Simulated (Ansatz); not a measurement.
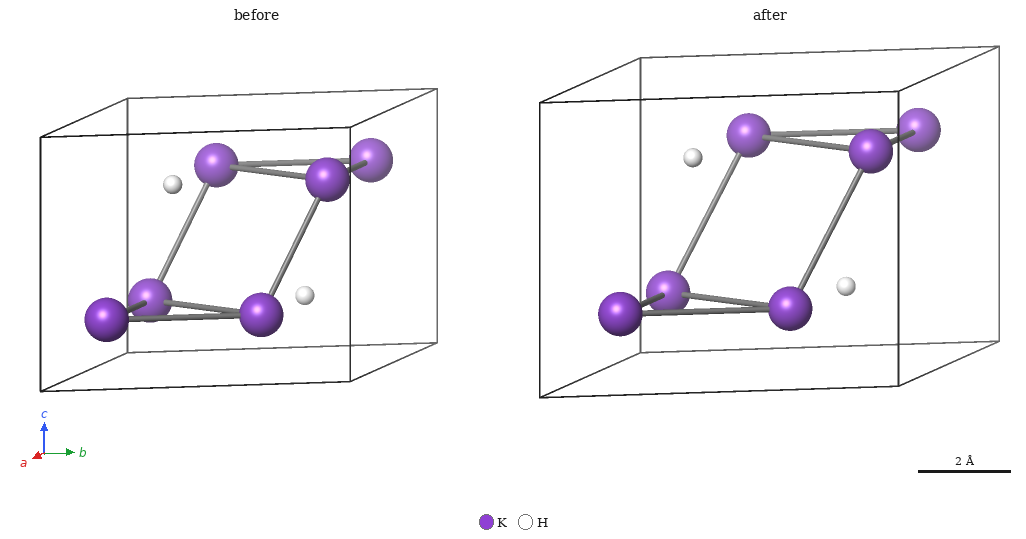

The structure of solid K3H (built on the Ni3Sn (D0_19)_194 type) (coarse preliminary run) before (left) and after (right) a relaxation, at one scale.

Style: ball-and-stick. Shown: the cell of the calculation, slightly off an axis.

Case: Ni3Sn (D0_19) type (P6_3/mmc, No. 194).

All numbers below come from DFT PBE, scalar-relativistic, plane waves, PAW (Ansatz). Settings: plane-wave cutoff 420 eV; k-point mesh 3 × 3 × 4; occupations gaussian; smearing width 0.1 eV; no spin polarisation; cell and atoms relaxed; force threshold 0.04 eV/Å; at most 70 steps.

Q: Summarise the run.

A: After 4 accepted moves (5 points after the start) the energy has fallen by 257 meV per atom. The largest force component goes from 0.82 to 0.0017 eV/Å. Pressure: 5.92 GPa at the start and 0.25 GPa at the end. The SCF was repeated once at an unchanged geometry on a basis and grid sized afresh for the cell, which shifted the energy by 7.3 meV per atom at most. The largest moves relative to the cell, 0.12 Å, are those of K atoms. H stays in place. Cell: a = b 6.970 → 8.078 Å (+15.9 %), c 5.594 → 6.488 Å (+16.0 %). Volume +55.8 %. Near-neighbour distances that change, for instance: K–K 3.492 → 4.256 Å, K–K 3.448 → 4.069 Å, K–K 3.478 → 3.822 Å. The space group stays P6_3/mmc (No. 194). Cost: 18 s on 1 thread of Intel(R) Xeon(R) 6975P-C (Granite Rapids) (shared host), peak memory 0.55 GiB.
